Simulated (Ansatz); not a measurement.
Read the following structure.

```
Al Ga N
1.0
     5.47850    0.00000    0.00000
     0.00000    3.16498    0.00000
    -0.00649    0.00000   11.03470
Al Ga N
2 6 8
Direct
  0.33271 0.50000 0.21183
  0.33267 0.50000 0.67784
  0.66509 0.50000 0.91154
  0.66513 0.50000 0.44553
  0.16845 0.00000 0.91158
  0.16849 0.00000 0.44557
  0.83385 0.00000 0.67819
  0.83389 0.00000 0.21217
  0.65998 0.50000 0.15634
  0.65994 0.50000 0.62235
  0.17370 0.00000 0.15728
  0.17366 0.00000 0.62330
  0.83380 0.00000 0.85500
  0.83384 0.00000 0.38899
  0.33272 0.50000 0.84997
  0.33276 0.50000 0.38396
```

Give a crystallographic description of this input.

Formula: AlGa₃N₄. Symmetry: Pm (No. 6), primitive monoclinic lattice. It has 16 atoms to the cell (2 Al, 6 Ga, 8 N). About every Al there are four N in a tetrahedral arrangement at 1.89 to 1.90 Å. The numbers of neighbours within bonding distance are Ga 3 to 4 (mean 3.7) and N 3 to 4 (mean 3.8). The bonds build AlGa3N4 layers parallel to (001).

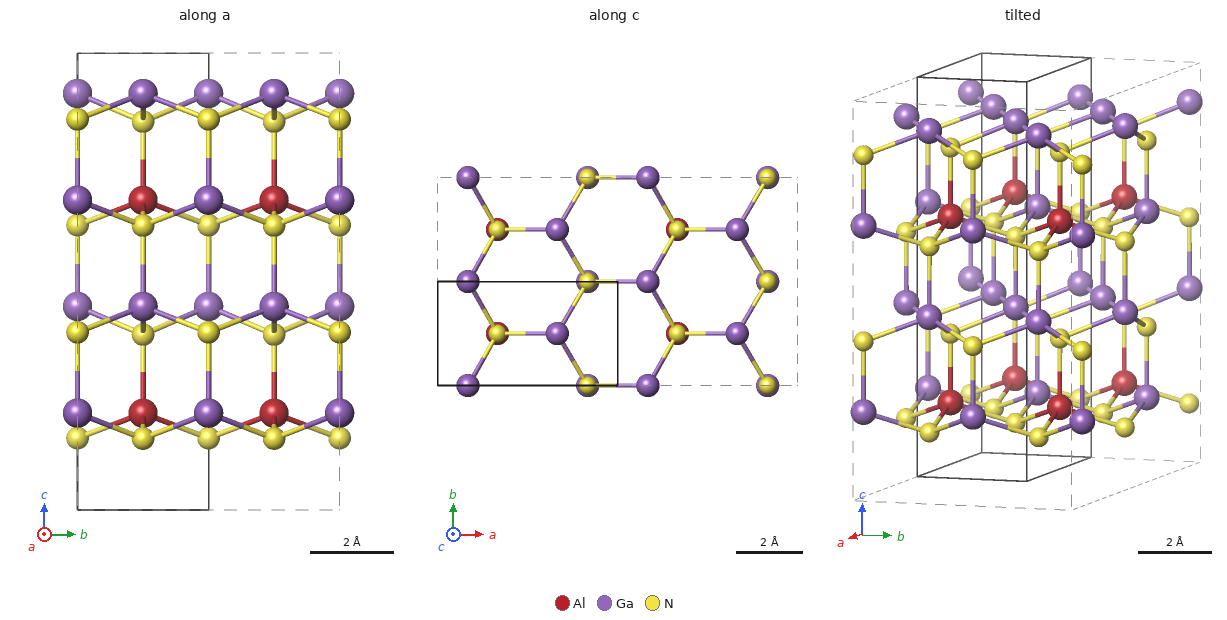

Crystal structure, ball-and-stick style, seen along the a axis, along the c axis and slightly off an axis. The picture spans 2×2×1 cells, one conventional unit cell being drawn with solid lines.

Provenance: a structure listed in the Materials Project. The cell was then strained or its atoms displaced on purpose. It was the input of a calculation with Ansatz.

At this level of theory the run's own cell isn't at rest (forces up to 1.7 eV/Å), so its distances can differ from those at equilibrium, the more so the softer the solid.
